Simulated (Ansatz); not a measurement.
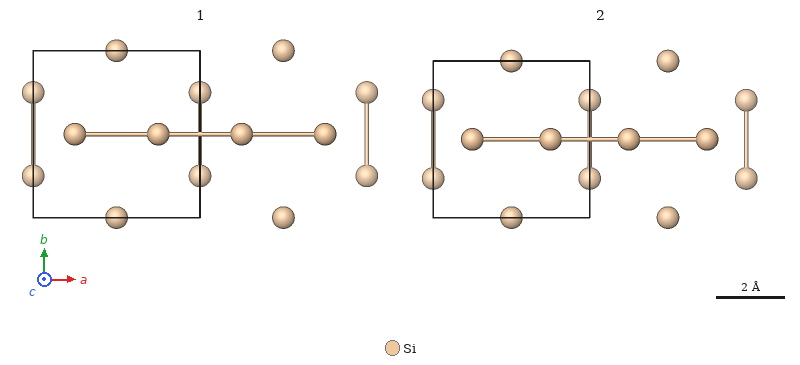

Two geometries of solid Si (a generated structure, set up in Pm-3n) (coarse preliminary run), drawn at one scale. One is the start of a relaxation, the other its converged end. Style: ball-and-stick. Shown: the cell of the calculation, repeated 2 × 1 × 1 with one cell outlined, along the c axis.

These are results of Ansatz 0.2.0, DFT PBE, scalar-relativistic, plane waves, PAW, not measurements. Set-up: plane-wave cutoff 420 eV; k-point mesh 4 × 4 × 4; occupations gaussian; smearing width 0.1 eV; no spin polarisation; cell and atoms relaxed; force threshold 0.04 eV/Å; at most 70 steps.

Q: Which of the two is the end point?

A: Structure 2 is the relaxed one. The atoms keep their places relative to the cell (all moves are under 0.005 Å). The drawn cell changes as follows: a = b = c 4.963 → 4.657 Å (−6.2 %); the volume changes by −17.4 %. Near-neighbour distances that change, for instance: Si–Si 2.482 → 2.328 Å. The space group stays Pm-3n (No. 223). Over 3 accepted moves (4 points after the start) the energy falls by 0.745 eV per cell of the calculation. All forces vanish by symmetry, so only the cell relaxes. The pressure goes from −9.40 to −0.04 GPa. The SCF was repeated once at an unchanged geometry on a basis and grid sized afresh for the cell, which shifted the energy by 1.0 meV per cell of the calculation at most.
